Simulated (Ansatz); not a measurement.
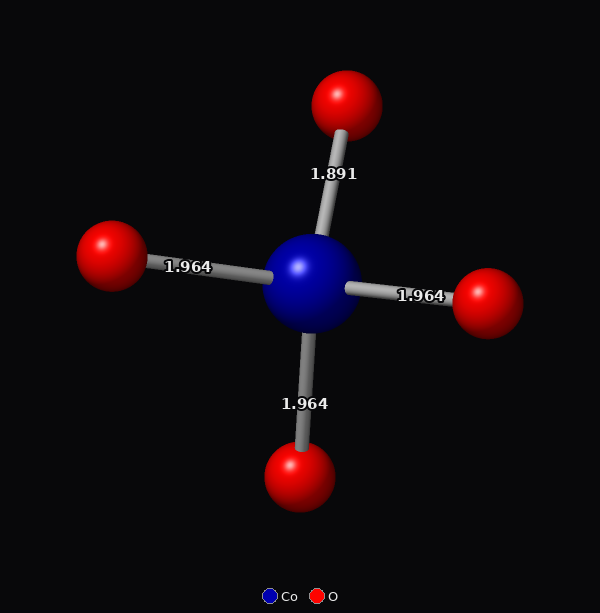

The surroundings of site Co1 (at 0.333, 0.667, 0.665) in CoO (R3m, No. 160), with bond lengths in Å.

The cell is taken from the end point of a relaxation with Ansatz 0.2.0, DFT PBE, scalar-relativistic, plane waves, PAW.

```yaml
crystal:
  lattice:
    - [3.20470, 0.00000, 0.00000]
    - [-1.60235, 2.77535, 0.00000]
    - [0.00000, 0.00000, 7.64721]
  atoms:
    - { symbol: Co, position: [0.33333, 0.66667, 0.66528] }
    - { symbol: O, position: [0.33333, 0.66667, 0.41805] }
    - { symbol: Co, position: [0.00000, 0.00000, 0.99862] }
    - { symbol: O, position: [0.00000, 0.00000, 0.75138] }
    - { symbol: Co, position: [0.66667, 0.33333, 0.33195] }
    - { symbol: O, position: [0.66667, 0.33333, 0.08472] }
```

Bond valence s = exp((R0 − d)/b), R0 fitted to published crystal structures with b = 0.37 Å, summed over all anions within 5 Å; R0 in Å: Co2+–O 1.696; Co3+–O 1.685.

> Which oxidation state of Co do these bonds support?

With the Co2+ parameters the computed sum is 1 × 0.590 + 3 × 0.485 = 2.04. With the Co3+ parameters the computed sum is 1 × 0.573 + 3 × 0.470 = 1.98. The sum matches its own assumption best for Co2+, which also balances the formula's charge.

> And over the whole structure?

| site | x, y, z | formal valence | bond-valence sum | difference |
| --- | --- | --- | --- | --- |
| Co1 | 0.333, 0.667, 0.665 | +2 | 2.10 | 0.10 |
| O1 | 0.333, 0.667, 0.418 | −2 | 2.10 | 0.10 |

These sums include all anions within 5 Å. The global instability index (root mean square of the differences over all atoms) is 0.10 v.u.: little strain. Cells relaxed with PBE tend to have slightly long bonds, which lowers the sums.
